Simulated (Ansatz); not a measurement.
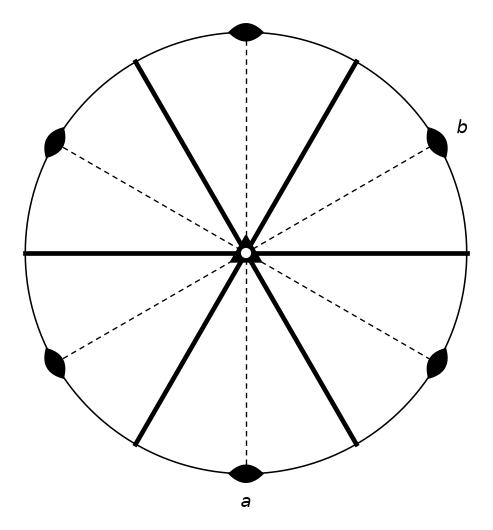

Stereographic projection: heavy lines are mirror planes (a heavy rim: a mirror in the plane of the page); lens, triangle, square and hexagon are 2-, 3-, 4- and 6-fold axes, a lens in an open square is −4, a triangle in an open hexagon −6; thin dashed diameters join the ends of axes that lie in the page; a small open circle marks inversion. The c axis points at the viewer. Computed from the symmetry operations of a computed or model structure of composition W, which need not be its known form.

**Identify the point group and its elements.**

-3m (D3d), order 12, trigonal system: one threefold axis, three twofold axes, three mirror planes, an inversion centre.

**Which physical properties does it allow?**

It is centrosymmetric, so neither piezoelectric nor pyroelectric; it is not chiral.
